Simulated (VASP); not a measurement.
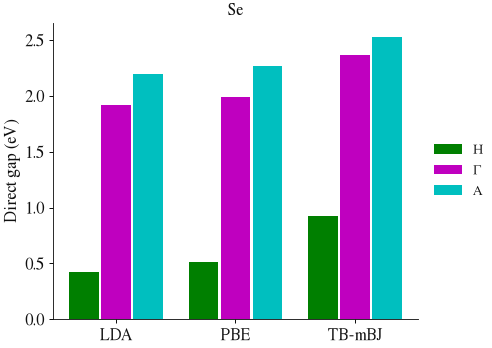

Direct gap at each named k point, by several methods on one cell of Se, space group P3_121 (No. 152), 3 atoms in the cell; a = 4.065 Å, c = 5.134 Å (hexagonal axes). All runs are without spin-orbit coupling and carry no moments. In some of the methods the smallest gap is indirect or lies off these points.

| method | program | H (eV) | Γ (eV) | A (eV) |
| --- | --- | --- | --- | --- |
| LDA | VASP | 0.42 | 1.92 | 2.20 |
| PBE | VASP | 0.51 | 1.99 | 2.27 |
| TB-mBJ | VASP | 0.92 | 2.37 | 2.53 |

### One method is left out: r2SCAN. Predict its row. It was run as: r2SCAN, VASP PAW PBE potentials, release 64 (Se), 9×9×6 k mesh, 520 eV cutoff, Gaussian smearing of 0.03 eV (VASP 6.6.1).

A meta-GGA of this kind opens the gap over the LDA and GGA values shown, the highest of which is 0.51 eV (PBE) at H. r2SCAN gives 0.74 eV at H, 2.23 eV at Γ and 2.47 eV at A, which is +0.23 eV from PBE at H.

### Does r2SCAN open these direct gaps by one amount over PBE?

The shifts are +0.23 eV at H, +0.24 eV at Γ and +0.20 eV at A, and at points that aren't plotted +0.30 eV (K): over the named points that both runs hold, a spread of 0.10 eV on a mean of 0.24 eV, so one shift describes them only roughly.

### How do the methods rank at H?

From low to high: LDA 0.42, PBE 0.51, r2SCAN 0.74, TB-mBJ 0.92 eV.

Settings. LDA: VASP PAW LDA potentials, release 64 (Se), 9×9×6 k mesh, 520 eV cutoff, Gaussian smearing of 0.03 eV (VASP 6.6.1). PBE: PBE with D3(BJ) dispersion, VASP PAW PBE potentials, release 64 (Se), 9×9×6 k mesh, 600 eV cutoff, Gaussian smearing of 0.03 eV (VASP 6.6.1). TB-mBJ: VASP PAW PBE potentials, release 64 (Se), 9×9×6 k mesh, 520 eV cutoff, Gaussian smearing of 0.03 eV (VASP 6.6.1).

Spin-orbit coupling is left out, which matters for Se. The cell was derived from a database entry in an earlier step, so it needn't be the measured one. LDA, GGA and most meta-GGA functionals understate gaps. r2SCAN and TB-mBJ: the PAW data sets were made with another functional. TB-mBJ: this is a model potential built to give gaps, with no total energy. Over all k points computed the smallest gap is 0.36 eV in LDA, 0.67 eV in r2SCAN and 0.84 eV in TB-mBJ.
